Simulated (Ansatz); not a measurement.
**Geometry relaxation of PbS (part 2 of 2)**

PbS (4 atoms in the cell); DFT PBE+D3(BJ), scalar-relativistic, plane waves, PAW, no spin polarisation (Ansatz 0.2.0); cutoff 420 eV, 8×8×4 k-mesh, Gaussian smearing of 0.02 eV. The structure derives from an entry of the Crystallography Open Database.

Geometry of the input (Å; fractional positions):
```
2.9405  -2.9000  0.0000
2.9405  2.9000  0.0000
-1.0801  0.0000  11.7093
Pb 0.7756  0.7756  0.6364
Pb 0.2244  0.2244  0.3636
S  0.2684  0.2684  0.5986
S  0.7316  0.7316  0.4014
```

```
basis re-selected at this cell: Δ(F+E_penalty+E_count) = +1.226e-3 eV, ΔP = -0.007 GPa vs the last step (what re-selecting the basis moved, of the pressure what is left beyond the Pulay correction that the steps carried, after the strain that the cell walked since its last selection, with what the two solves' SCF thresholds leave and, on support functions, any second-order correction that the steps lacked; it is no measure of the basis error at this ecutwfc). The dense FFT grid was sized anew with the basis: this SCF ran on 30×30×40 points, the steps before it on 30×30×80, so part of this shift can come from that change (see relax.cell in the input reference). This SCF's stress stands 1.42e-2 GPa from its target on what of the cell is left free (relax.cell.stress_tol is 5.00e-2 GPa) and its largest allowed force component is 1.94e-3 eV/Å (relax.f_tol is 5.00e-3 eV/Å): within both
SCF converged after 6 iterations
Free energy (F): -25620.491704 eV
Harris-Foulkes:  -25620.491704 eV  (|F-HF|=3.64e-12)
Internal energy: -25620.491704 eV  (E = F + TS)
E sigma→0 (E₀):  -25620.491704 eV
Fermi energy:    8.600979 eV
--- Per-component energies (eV) ---
  E_band       = -111.520245
  E_kinetic    = 787.398288
  E_local      = -2446.402494  (includes V_loc(G=0)·N_el)
  E_nonlocal   = 757.048073
  E_hartree    = 951.090524
  E_xc         = -637.229333
  E_vxc        = -441.188945  (∫ρ·V_xc dr)
  E_paw        = -22006.659371  (= ΣΔE_a)
  E_vpaw       = -670.556306  (= ΣTr[D̂ρ^β])
  E_aug_tail   = 0.000104  (compensation charges beyond the density's cutoff)
  E_ewald      = -3024.351593
  E_disp       = -1.385902  (pairwise vdW)
  E_smearing   = -0.000000  (= −TS)
  E_closure    = 0.000000  (closes the sum)
  Σ components = -25620.491704   (vs F -25620.491704, Δ=0.00e0)
--- Forces (eV/Å), atoms counted from 1 ---
  atom   1  Pb    -0.00012023     0.00000000     0.00071906
  atom   2  Pb     0.00012023     0.00000000    -0.00071906
  atom   3  S     -0.00023541     0.00000000     0.00194002
  atom   4  S      0.00023541     0.00000000    -0.00194002
  max |Σ_I F_I| component: 2.71e-20 eV/Å
--- Stress (GPa, compression-positive) ---
       -0.000907       0.000000       0.000695
        0.000000       0.000038       0.000000
        0.000695       0.000000      -0.014157
  P = ⅓ Tr σ = -0.0050 GPa (-0.050 kbar)
--- Band table (eV; the first three rows and the last of 78) ---
  k-point 0: bands = ["-8.5501", "-8.4357", "-8.4131", "-8.4131", "-8.4107", "-8.3985", "-8.3941", "-8.3690", "-8.3532", "-8.3532", "-5.1616", "-3.5120", "1.2401", "2.3840", "3.2393", "4.9906", "4.9907", "6.2425", "6.2425", "6.2701", "12.2868", "13.5693", "13.6491", "13.6493"]
  k-point 1: bands = ["-8.5197", "-8.4320", "-8.4144", "-8.4110", "-8.4047", "-8.4047", "-8.3904", "-8.3726", "-8.3623", "-8.3623", "-4.9836", "-3.8323", "1.0305", "1.8865", "4.4460", "5.1604", "5.1605", "6.0464", "6.0464", "7.0440", "11.4364", "12.5053", "12.8299", "13.3154"]
  k-point 2: bands = ["-8.4567", "-8.4561", "-8.4232", "-8.4232", "-8.3840", "-8.3840", "-8.3839", "-8.3838", "-8.3816", "-8.3815", "-4.4807", "-4.4735", "1.2132", "1.2224", "5.5873", "5.5874", "5.5921", "5.5922", "6.6663", "6.6785", "10.8307", "10.8501", "13.1552", "13.1606"]
  k-point 77: bands = ["-8.5051", "-8.5051", "-8.3972", "-8.3972", "-8.3970", "-8.3970", "-8.3963", "-8.3963", "-8.3493", "-8.3493", "-3.4539", "-3.4539", "0.4959", "0.4959", "3.9921", "3.9921", "3.9977", "3.9977", "7.3755", "7.3755", "10.5906", "10.5906", "13.0828", "13.0829"]
--- Relaxed structure (25 steps of the walk, 23 accepted, 1 SCFs on fresh bases) ---
  F+E_penalty+E_count = -25620.49170419 eV   max|allowed force component| = 1.940e-3 eV/Å   (the final SCF, on the basis selected at the relaxed cell)
  cell:  # Å, volume = 104.5865 Å³
    - [2.9590534504270956, -2.9645926992959772, 0.18148033512970427]
    - [2.9590534504270956, 2.9645926992959772, 0.18148033512970427]
    - [-0.36419649911672247, 0.0, 5.9387847248055845]
  atoms:
    - { symbol: Pb, position: [0.7500168829186652, 0.7500168829186652, 0.7499299699512143] }
    - { symbol: Pb, position: [0.24998311708133478, 0.24998311708133478, 0.2500700300487858] }
    - { symbol: S, position: [0.25002746859963293, 0.25002746859963293, 0.7497205562758757] }
    - { symbol: S, position: [0.7499725314003669, 0.7499725314003669, 0.25027944372412414] }
```

### Trajectory as extended XYZ (Å, eV, eV/Å), 26 frames, from step=1 to step=26
```
4
Lattice="2.9405 -2.9000 0.0000 2.9405 2.9000 0.0000 -1.0800 0.0000 11.7093" Properties=species:S:1:pos:R:3:forces:R:3 step=1 energy=-25619.74435 pressure_GPa=-0.36
Pb    3.8740    0.0000    7.4516   -0.0013   0.0000  -0.4691
Pb    0.9270    0.0000    4.2577    0.0013   0.0000   0.4691
S     0.9319    0.0000    7.0092   -0.0038   0.0000  -0.1324
S     3.8690    0.0000    4.7001    0.0038   0.0000   0.1324
4
Lattice="2.9497 -2.9521 -0.0006 2.9497 2.9521 -0.0006 -1.0857 0.0000 11.6528" Properties=species:S:1:pos:R:3:forces:R:3 step=2 energy=-25619.80435 pressure_GPa=0.88
Pb    3.8821    0.0000    7.2213   -0.0018   0.0000   0.3407
Pb    0.9317    0.0000    4.4304    0.0018   0.0000  -0.3407
S     0.9304    0.0000    7.0670    0.0058   0.0000   0.2275
S     3.8834    0.0000    4.5847   -0.0058   0.0000  -0.2275
4
Lattice="2.9692 -2.9719 -0.0003 2.9692 2.9719 -0.0003 -1.0918 0.0000 11.6238" Properties=species:S:1:pos:R:3:forces:R:3 step=3 energy=-25619.82491 pressure_GPa=-0.01
Pb    3.9090    0.0000    7.2485   -0.0011   0.0000  -0.0032
Pb    0.9376    0.0000    4.3747    0.0011   0.0000   0.0032
S     0.9385    0.0000    7.0545    0.0014   0.0000   0.0288
S     3.9081    0.0000    4.5686   -0.0014   0.0000  -0.0288
4
Lattice="2.9721 -2.9731 -0.0003 2.9721 2.9731 -0.0003 -1.0927 0.0000 11.5915" Properties=species:S:1:pos:R:3:forces:R:3 step=4 energy=-25619.82563 pressure_GPa=-0.03
Pb    3.9128    0.0000    7.2245   -0.0010   0.0000   0.0032
Pb    0.9387    0.0000    4.3664    0.0010   0.0000  -0.0032
S     0.9398    0.0000    7.0485    0.0006   0.0000   0.0124
S     3.9118    0.0000    4.5424   -0.0006   0.0000  -0.0124
4
Lattice="2.9721 -2.9721 -0.0002 2.9721 2.9721 -0.0002 -1.0926 0.0000 11.3050" Properties=species:S:1:pos:R:3:forces:R:3 step=5 energy=-25619.82869 pressure_GPa=-0.02
Pb    3.9119    0.0000    7.0792    0.0000   0.0000   0.0040
Pb    0.9397    0.0000    4.2253    0.0000   0.0000  -0.0040
S     0.9399    0.0000    6.9091   -0.0001   0.0000   0.0037
S     3.9116    0.0000    4.3954    0.0001   0.0000  -0.0037
4
Lattice="2.9740 -2.9727 -0.0002 2.9740 2.9727 -0.0002 -1.0932 0.0000 11.2261" Properties=species:S:1:pos:R:3:forces:R:3 step=6 energy=-25619.82948 pressure_GPa=-0.04
Pb    3.9142    0.0000    7.0346    0.0003   0.0000   0.0075
Pb    0.9406    0.0000    4.1911   -0.0003   0.0000  -0.0075
S     0.9406    0.0000    6.8768   -0.0004   0.0000  -0.0088
S     3.9142    0.0000    4.3489    0.0004   0.0000   0.0088
4
Lattice="2.9800 -2.9742 0.0000 2.9800 2.9742 0.0000 -1.0944 0.0000 10.7296" Properties=species:S:1:pos:R:3:forces:R:3 step=7 energy=-25619.83399 pressure_GPa=-0.05
Pb    3.9217    0.0000    6.7668    0.0014   0.0000   0.0451
Pb    0.9440    0.0000    3.9629   -0.0014   0.0000  -0.0451
S     0.9434    0.0000    6.6504   -0.0018   0.0000  -0.0320
S     3.9223    0.0000    4.0793    0.0018   0.0000   0.0320
4
Lattice="2.9807 -2.9737 0.0004 2.9807 2.9737 0.0004 -1.0933 0.0000 10.1543" Properties=species:S:1:pos:R:3:forces:R:3 step=8 energy=-25619.84272 pressure_GPa=0.05
Pb    3.9224    0.0000    6.4696    0.0021   0.0000   0.1110
Pb    0.9457    0.0000    3.6855   -0.0021   0.0000  -0.1110
S     0.9443    0.0000    6.3634   -0.0026   0.0000   0.0057
S     3.9238    0.0000    3.7917    0.0026   0.0000  -0.0057
4
Lattice="2.9812 -2.9734 0.0008 2.9812 2.9734 0.0008 -1.0918 0.0000 9.5827" Properties=species:S:1:pos:R:3:forces:R:3 step=9 energy=-25619.85325 pressure_GPa=0.23
Pb    3.9232    0.0000    6.1731    0.0026   0.0000   0.2192
Pb    0.9473    0.0000    3.4111   -0.0026   0.0000  -0.2192
S     0.9454    0.0000    6.0711   -0.0035   0.0000   0.0862
S     3.9252    0.0000    3.5131    0.0035   0.0000  -0.0862
4
Lattice="2.9775 -2.9748 0.0015 2.9775 2.9748 0.0015 -1.0875 0.0000 9.0173" Properties=species:S:1:pos:R:3:forces:R:3 step=10 energy=-25619.87630 pressure_GPa=0.24
Pb    3.9197    0.0000    5.9042    0.0016   0.0000   0.2346
Pb    0.9477    0.0000    3.1162   -0.0016   0.0000  -0.2346
S     0.9452    0.0000    5.7679   -0.0031   0.0000   0.1421
S     3.9223    0.0000    3.2524    0.0031   0.0000  -0.1421
4
Lattice="2.9741 -2.9741 0.0025 2.9741 2.9741 0.0025 -1.0825 0.0000 8.4460" Properties=species:S:1:pos:R:3:forces:R:3 step=11 energy=-25619.89890 pressure_GPa=0.53
Pb    3.9170    0.0000    5.6175    0.0000   0.0000   0.3820
Pb    0.9487    0.0000    2.8334    0.0000   0.0000  -0.3820
S     0.9456    0.0000    5.4599   -0.0029   0.0000   0.2878
S     3.9200    0.0000    2.9911    0.0029   0.0000  -0.2878
4
Lattice="2.9707 -2.9755 0.0032 2.9707 2.9755 0.0032 -1.0784 0.0000 8.4492" Properties=species:S:1:pos:R:3:forces:R:3 step=12 energy=-25619.83022 pressure_GPa=-1.84 accepted=F
Pb    3.9142    0.0000    5.7614   -0.0042   0.0000  -0.5723
Pb    0.9487    0.0000    2.6941    0.0042   0.0000   0.5723
S     0.9444    0.0000    5.5396    0.0024   0.0000  -0.3919
S     3.9186    0.0000    2.9160   -0.0024   0.0000   0.3919
4
Lattice="2.9696 -2.9703 0.0038 2.9696 2.9703 0.0038 -1.0758 0.0000 8.2978" Properties=species:S:1:pos:R:3:forces:R:3 step=13 energy=-25619.93253 pressure_GPa=-0.32
Pb    3.9135    0.0000    5.5879   -0.0022   0.0000   0.0004
Pb    0.9498    0.0000    2.7173    0.0022   0.0000  -0.0004
S     0.9461    0.0000    5.4113   -0.0013   0.0000  -0.0130
S     3.9173    0.0000    2.8940    0.0013   0.0000   0.0130
4
Lattice="2.9684 -2.9691 0.0055 2.9684 2.9691 0.0055 -1.0686 0.0000 8.0087" Properties=species:S:1:pos:R:3:forces:R:3 step=14 energy=-25619.95893 pressure_GPa=-0.13
Pb    3.9149    0.0000    5.4402   -0.0043   0.0000   0.1024
Pb    0.9534    0.0000    2.5795    0.0043   0.0000  -0.1024
S     0.9486    0.0000    5.2543   -0.0014   0.0000   0.0767
S     3.9196    0.0000    2.7654    0.0014   0.0000  -0.0767
4
Lattice="2.9670 -2.9678 -0.0052 2.9670 2.9678 -0.0052 -1.1103 0.0000 7.8393" Properties=species:S:1:pos:R:3:forces:R:3 step=15 energy=-25619.97819 pressure_GPa=-0.22
Pb    3.9096    0.0000    5.3460   -0.0098   0.0000   0.0792
Pb    0.9141    0.0000    2.4830    0.0098   0.0000  -0.0792
S     0.9493    0.0000    5.1626   -0.0414   0.0000   0.0646
S     3.8744    0.0000    2.6665    0.0414   0.0000  -0.0646
4
Lattice="2.9628 -2.9668 -0.0011 2.9628 2.9668 -0.0011 -1.0927 0.0000 7.2528" Properties=species:S:1:pos:R:3:forces:R:3 step=16 energy=-25620.05843 pressure_GPa=0.02
Pb    3.9101    0.0000    5.0569   -0.0172   0.0000   0.2420
Pb    0.9229    0.0000    2.1937    0.0172   0.0000  -0.2420
S     0.9540    0.0000    4.8467   -0.0375   0.0000   0.2248
S     3.8789    0.0000    2.4039    0.0375   0.0000  -0.2248
4
Lattice="2.9586 -2.9633 0.0014 2.9586 2.9633 0.0014 -1.0810 0.0000 6.6799" Properties=species:S:1:pos:R:3:forces:R:3 step=17 energy=-25620.13868 pressure_GPa=0.95
Pb    3.9059    0.0000    4.7524   -0.0305   0.0000   0.6077
Pb    0.9302    0.0000    1.9304    0.0305   0.0000  -0.6077
S     0.9526    0.0000    4.5331   -0.0171   0.0000   0.5525
S     3.8835    0.0000    2.1497    0.0171   0.0000  -0.5525
4
Lattice="2.9531 -2.9563 0.0069 2.9531 2.9563 0.0069 -1.0572 0.0000 6.2717" Properties=species:S:1:pos:R:3:forces:R:3 step=18 energy=-25620.26568 pressure_GPa=0.85
Pb    3.9030    0.0000    4.5747   -0.0736   0.0000   0.4415
Pb    0.9462    0.0000    1.7108    0.0736   0.0000  -0.4415
S     0.9544    0.0000    4.3452    0.0231   0.0000   0.4622
S     3.8947    0.0000    1.9403   -0.0231   0.0000  -0.4622
4
Lattice="2.9491 -2.9486 0.0327 2.9491 2.9486 0.0327 -0.9531 0.0000 5.9027" Properties=species:S:1:pos:R:3:forces:R:3 step=19 energy=-25620.34504 pressure_GPa=1.67
Pb    3.9284    0.0000    4.4351   -0.1213   0.0000   0.2720
Pb    1.0167    0.0000    1.5330    0.1213   0.0000  -0.2720
S     1.0070    0.0000    4.2048    0.0489   0.0000   0.3908
S     3.9380    0.0000    1.7632   -0.0489   0.0000  -0.3908
4
Lattice="2.9483 -2.9448 0.0919 2.9483 2.9448 0.0919 -0.7170 0.0000 5.8902" Properties=species:S:1:pos:R:3:forces:R:3 step=20 energy=-25620.42513 pressure_GPa=1.29
Pb    3.9779    0.0000    4.5339   -0.0509   0.0000   0.0973
Pb    1.2017    0.0000    1.5401    0.0509   0.0000  -0.0973
S     1.0864    0.0000    4.3164    0.0142   0.0000   0.1921
S     4.0932    0.0000    1.7575   -0.0142   0.0000  -0.1921
4
Lattice="2.9568 -2.9571 0.1761 2.9568 2.9571 0.1761 -0.3847 0.0000 5.9763" Properties=species:S:1:pos:R:3:forces:R:3 step=21 energy=-25620.47800 pressure_GPa=0.12
Pb    4.1166    0.0000    4.7139    0.0764   0.0000   0.0702
Pb    1.4124    0.0000    1.6147   -0.0764   0.0000  -0.0702
S     1.2472    0.0000    4.5066   -0.0844   0.0000   0.0761
S     4.2817    0.0000    1.8220    0.0844   0.0000  -0.0761
4
Lattice="2.9772 -2.9795 0.2167 2.9772 2.9795 0.2167 -0.2308 0.0000 5.8487" Properties=species:S:1:pos:R:3:forces:R:3 step=22 energy=-25620.46669 pressure_GPa=0.33 accepted=F
Pb    4.2575    0.0000    4.6852    0.0254   0.0000   0.0598
Pb    1.4661    0.0000    1.5968   -0.0254   0.0000  -0.0598
S     1.2833    0.0000    4.5103    0.0122   0.0000  -0.0419
S     4.4403    0.0000    1.7717   -0.0122   0.0000   0.0419
4
Lattice="2.9608 -2.9654 0.1787 2.9608 2.9654 0.1787 -0.3759 0.0000 5.9450" Properties=species:S:1:pos:R:3:forces:R:3 step=23 energy=-25620.49181 pressure_GPa=-0.09
Pb    4.1568    0.0000    4.7181    0.0091   0.0000   0.0167
Pb    1.3888    0.0000    1.5842   -0.0091   0.0000  -0.0167
S     1.2135    0.0000    4.5254   -0.0153   0.0000   0.0260
S     4.3321    0.0000    1.7770    0.0153   0.0000  -0.0260
4
Lattice="2.9575 -2.9631 0.1818 2.9575 2.9631 0.1818 -0.3624 0.0000 5.9353" Properties=species:S:1:pos:R:3:forces:R:3 step=24 energy=-25620.49284 pressure_GPa=0.10
Pb    4.1643    0.0000    4.7223    0.0008   0.0000   0.0039
Pb    1.3884    0.0000    1.5767   -0.0008   0.0000  -0.0039
S     1.2086    0.0000    4.5361   -0.0018   0.0000   0.0074
S     4.3441    0.0000    1.7628    0.0018   0.0000  -0.0074
4
Lattice="2.9591 -2.9646 0.1815 2.9591 2.9646 0.1815 -0.3642 0.0000 5.9388" Properties=species:S:1:pos:R:3:forces:R:3 step=25 energy=-25620.49293 pressure_GPa=0.00
Pb    4.1656    0.0000    4.7259   -0.0001   0.0000   0.0007
Pb    1.3884    0.0000    1.5758    0.0001   0.0000  -0.0007
S     1.2066    0.0000    4.5432   -0.0002   0.0000   0.0019
S     4.3473    0.0000    1.7586    0.0002   0.0000  -0.0019
4
Lattice="2.9591 -2.9646 0.1815 2.9591 2.9646 0.1815 -0.3642 0.0000 5.9388" Properties=species:S:1:pos:R:3:forces:R:3 step=26 energy=-25620.49170 pressure_GPa=-0.01
Pb    4.1656    0.0000    4.7259   -0.0001   0.0000   0.0007
Pb    1.3884    0.0000    1.5758    0.0001   0.0000  -0.0007
S     1.2066    0.0000    4.5432   -0.0002   0.0000   0.0019
S     4.3473    0.0000    1.7586    0.0002   0.0000  -0.0019
```

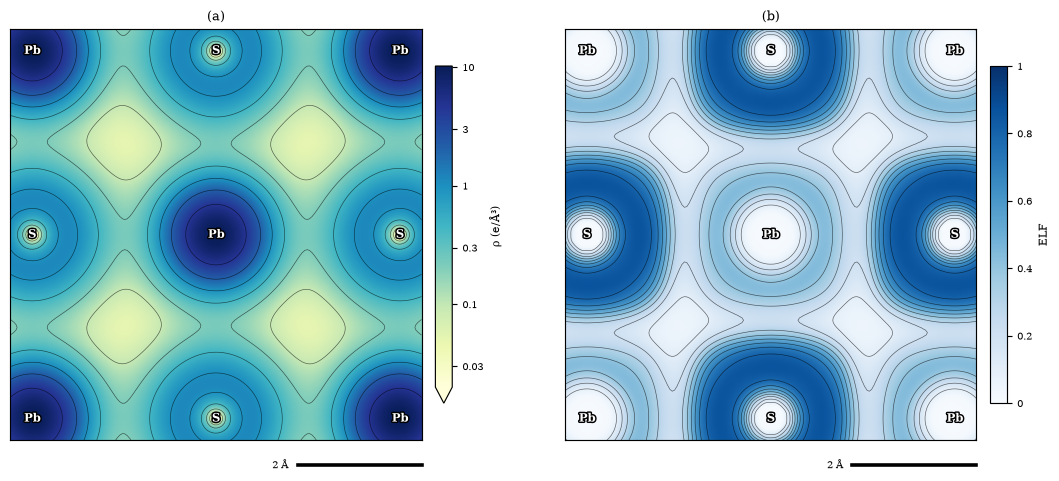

*(a) valence electron density; (b) ELF on the (001) plane of the conventional cell.*

The plane passes through Pb and S nuclei. Pb–S (2.96 Å): ρ is about 0.22 e/Å³ halfway; the ELF peaks at about 0.85 in the valence shell of S, 0.8 Å from its nucleus, and drops to about 0.20 between the two atoms. Away from the nuclei the density in this plane falls to 0.05 e/Å³ at its lowest. Core electrons are frozen (PAW), so the fields are smoothed inside the atomic spheres.

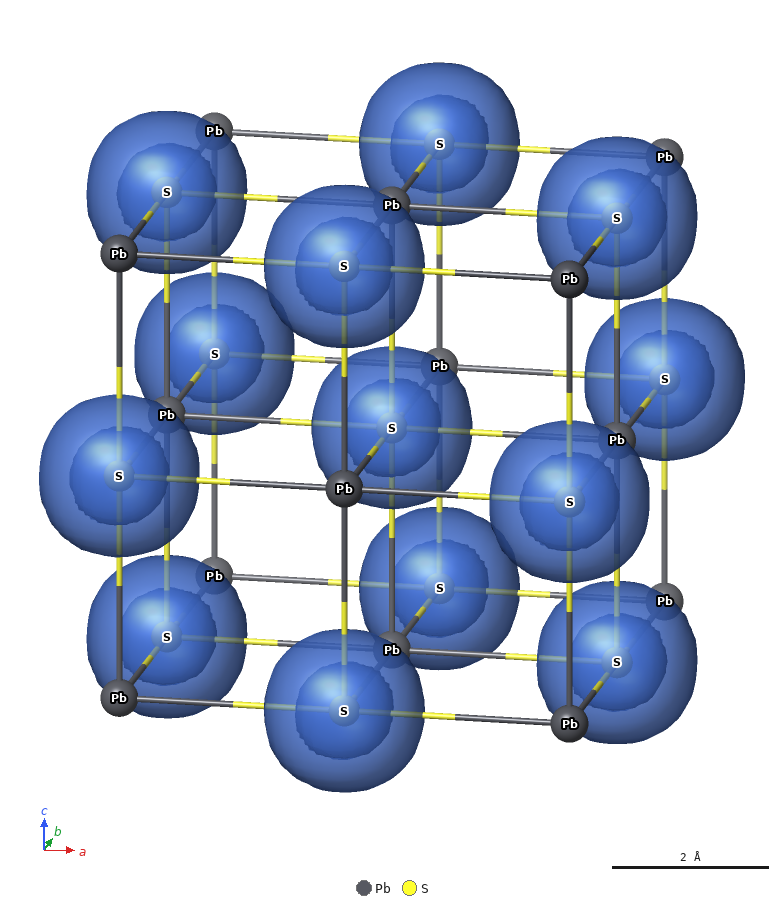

*Isosurface of the ELF at 0.8 (blue), seen slightly off an axis. Core shells and regions of very low density are left out. Sticks mark near contacts. The outline is the cell set on symmetry axes.*

Values along the shortest contacts: Pb–S (2.96 Å): the ELF peaks at about 0.85 in the valence shell of S, 0.8 Å from its nucleus, and drops to about 0.20 between the two atoms.

### Summary

- outcome: converged
- space group (tolerance 0.01 Å): C2/m (12) → I4/mmm (139)
- electrons treated: 40
- free energy: −25620.4917 eV
- Fermi energy: 8.601 eV
- gap on the k-point mesh: 0.36 eV
- pressure: −0.01 GPa
- final volume: 104.59 Å³
- largest force (length of the vector) at the end: 0.002 eV/Å
- final cell: a = 4.193 Å, b = 4.193 Å, c = 5.950 Å, α = 90.00°, β = 90.00°, γ = 90.00°
- wall time: 5 min (CPU time 9.7 min)
- peak memory: 0.77 GiB

### Notes

Spin–orbit coupling is left out, which matters for Pb.
